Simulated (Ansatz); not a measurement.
**SiC: density, localisation and related maps**

The calculation's input:

```
crystal:
  lattice:
    - [0.0, -2.1644105396, -2.1644105396]
    - [0.0, 2.1644105396, -2.1644105396]
    - [4.3288210792, 0.0, 0.0]
  atoms:
    - { symbol: Si, position: [0.5055442347, 0.5055442347, 0.5] }
    - { symbol: Si, position: [-0.0055442347, -0.0055442347, 0.0] }
    - { symbol: C, position: [0.0037533981, 0.4962466019, 0.25] }
    - { symbol: C, position: [0.4962466019, 0.0037533981, 0.75] }
basis:
  ecutwfc: 520.0
kpoints:
  mp_grid: { grid: [10, 10, 6] }
hamiltonian:
  xc: lda
  pseudopotentials: { kind: paw, azcp: { folder: soft_1 } }
scf:
  occupations: { method: gaussian, width: 0.05 }
output:
  forces: true
  stress: true
  eigenvalues: true
  write_density: true
  write_potential: true
  elf: true
  volumetric_format: npy
```

Launched as:

```sh
ansatz run input.yaml --threads 1 --pin off --max-ram 2048MiB --backend cpu --events-out ev --progress --plain --runs-dir out
```

Below, planes, directions and counts refer to the conventional cell (a = 4.33 Å, b = 4.33 Å, c = 4.33 Å, α = 90.00°, β = 90.00°, γ = 90.00°).

Space group C222₁; not relaxed (largest force 0.3 eV/Å); PAW files of the earlier set (soft_1).

The calculation used DFT LDA, scalar-relativistic, plane waves, PAW (Ansatz 0.2.0).

Core electrons are frozen (PAW), and the valence fields are smoothed inside the atomic spheres.

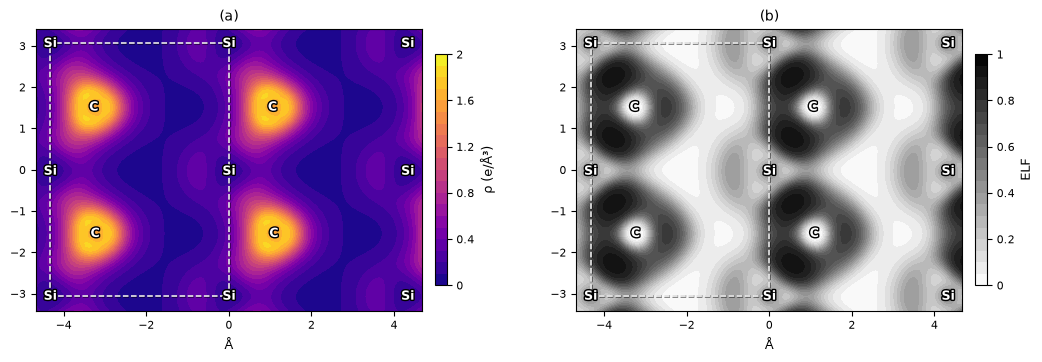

Figure 1. (a) valence electron density; (b) electron localisation function on the (011) plane of the conventional cell.

Q: Describe what can be read from this map.

A: The plane passes through Si and C nuclei. Si–C (1.87 Å): the density is about 0.9 e/Å³ at the midpoint; the ELF peaks at about 0.95 between the atoms (localised, covalent bonding). Between the atoms the lowest density in this plane is 0.05 e/Å³.

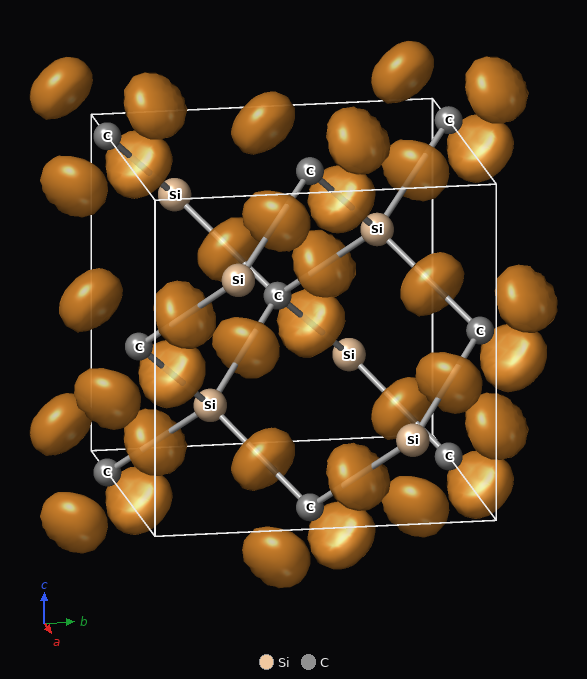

Figure 2. Isosurface of the electron localisation function at 0.85 (orange), seen slightly off an axis. Core shells and regions of very low density are left out. Sticks mark near contacts.

Q: Identify the bonds, lone pairs and shells in this picture.

A: The ELF exceeds this value in 16 regions between bonded C–Si atoms (shared pairs), counted in one cell of 8 atoms. Any copies at cell faces, edges or corners count once.

Q: Does the calculation make it a metal, or give it a gap?

A: It is gapped, with a Kohn–Sham gap of 1.3 eV on the k-point mesh (the band edges may lie off the mesh, which would make the gap smaller).
